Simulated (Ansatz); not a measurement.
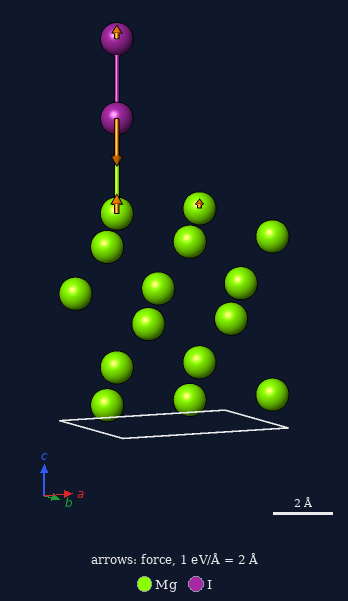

Starting geometry of a slab of composition Mg6I (cut from the P6_3/mmc phase) with the computed forces as orange arrows. The picture is a ball-and-stick view of the cell of the calculation, outlined in the plane, without the vacuum, seen from a free direction.

Case: 1 I2 a cell, upright, over a top Mg site. The slab is the (1 0 0) face of Mg with I2 on it. 6 atoms are held fixed.

All numbers below come from DFT PBE+D3(BJ), scalar-relativistic, plane waves, PAW (Ansatz).

Input
```yaml
crystal:
  lattice:
    - [6.2975027423, 0.0, 0.0]
    - [0.0, 5.0545862324, 0.0]
    - [0.0, 0.0, 27.1267635811]
  atoms:
    - { symbol: Mg, position: [0.5, 0.75, 0.2949117013] }
    - { symbol: Mg, position: [0.0, 0.75, 0.2949117013] }
    - { symbol: Mg, position: [0.75, 0.25, 0.3284197983] }
    - { symbol: Mg, position: [0.25, 0.25, 0.3284197983] }
    - { symbol: Mg, position: [0.75, 0.75, 0.3954359924] }
    - { symbol: Mg, position: [0.25, 0.75, 0.3954359924] }
    - { symbol: Mg, position: [0.0, 0.25, 0.4261765445] }
    - { symbol: Mg, position: [0.5, 0.25, 0.4261765445] }
    - { symbol: Mg, position: [0.0, 0.75, 0.4974118526] }
    - { symbol: Mg, position: [0.5, 0.75, 0.4974118526] }
    - { symbol: Mg, position: [0.25, 0.25, 0.5252972988] }
    - { symbol: Mg, position: [0.75, 0.25, 0.5252972988] }
    - { symbol: I, position: [0.25, 0.25, 0.6469483756] }
    - { symbol: I, position: [0.25, 0.25, 0.7488403684] }
basis:
  ecutwfc: 420
kpoints:
  mp_grid: { grid: [3, 4, 1] }
hamiltonian:
  xc: pbe
  dispersion: d3bj
scf:
  occupations: { method: gaussian, width: 0.1 }
output:
  forces: true
  eigenvalues: true
  write_density: true
  write_potential: true
  elf: true
  volumetric_format: npy
relax:
  adjacent_minimum: "off"
  f_tol: 0.04
  max_steps: 100
  constraints: [{ sites: [0, 1, 2, 3, 4, 5] }]
efield:
  axis: 3
  dipole_correction: true
  ramp_width: 0.04
```

Run as
```bash
ansatz run input.yaml --threads 4 --pin off --max-ram 12288MiB --backend cpu --events-out ev --progress --plain --runs-dir out
```

Question: Is this structure relaxed? If not, where do the atoms go?

Answer: It isn't relaxed: the largest force vector, on I13, is 0.84 eV/Å. The final displacements follow the starting forces only in part (cosine between the two patterns 0.51). The largest move is that of I13, 0.74 Å along the normal (−c). By element the largest moves are I 0.74 Å, Mg 0.30 Å. The cell doesn't change. Near-neighbour distances that change, for instance: Mg11–I13 3.300 → 2.741 Å, I13–I14 2.764 → 2.976 Å. After 5 geometry steps the energy has fallen by 0.335 eV per cell of the calculation. The largest force component goes from 0.84 to 0.024 eV/Å. Cost: 99 s on 4 threads of Intel(R) Xeon(R) Platinum 8488C (Sapphire Rapids), with other jobs on the host, peak memory 1.9 GiB.

Limits of the set-up: the periodic images lie only 5.1 Å apart, so the values are limited by the cell's size.
